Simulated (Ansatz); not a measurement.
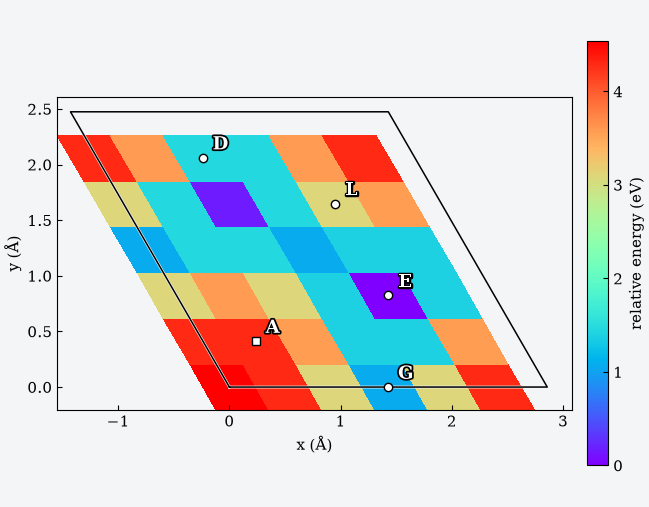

O on an Al(111) slab cut from the Fm-3m phase, its upper half relaxed before the scan (3 atoms of substrate and one adsorbate in a 1 × 1 cell). O is moved over the surface cell; relaxed at each place: the height of the adsorbate's atoms; substrate rigid; the origin of the map has the adsorbate above Al3. Places are given modulo a cell vector. The map is drawn in real space over the plane of the surface. The scan uses a 6 × 6 grid; 10 points were computed and 26 follow by symmetry. Energies are in eV, from the lowest grid point. With one adsorbate in each 1 × 1 cell, its nearest image is 2.9 Å away, so neighbouring adsorbates interact. Computed with DFT PBE, scalar-relativistic, plane waves, PAW in Ansatz 0.2.0. Settings: cutoff 420 eV, k-mesh 9×9×1, gaussian smearing 0.1 eV, no spin polarisation.

Drawn: one coloured cell a grid point, the outline of one cell of the plane, lettered points.

**Rank the lettered points by energy, lowest first.**

E (0.00 eV), G (1.07 eV), D (1.47 eV), L (3.09 eV), A (4.29 eV).
